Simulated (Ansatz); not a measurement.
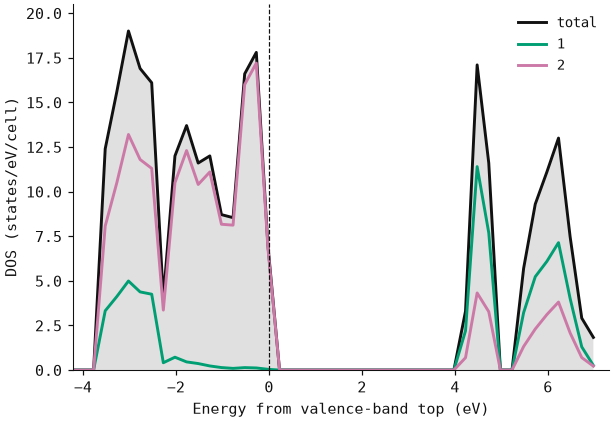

Density of states. Energies are counted from the top of the valence band. The partial curves are projected on Löwdin-orthogonalised atomic shells.

The material is Sr$_{3}$V$_{2}$O$_{8}$, space group P1, 13 atoms in the cell.

Ansatz 0.2.0; DFT with m-r2SCAN, PAW plane waves, no spin polarisation, 4×4×4 k mesh.

The numbered curves are projections. Which is which? The candidates: O 2p, V 3d.

Answer. 1 is V 3d; 2 is O 2p.

Is there a gap at the Fermi level, and how wide?

Answer. There is a gap; over the k points computed it is 4.21 eV.

The atoms aren't at rest in this cell (largest force 4.4 eV/Å), so the relaxed material can differ.
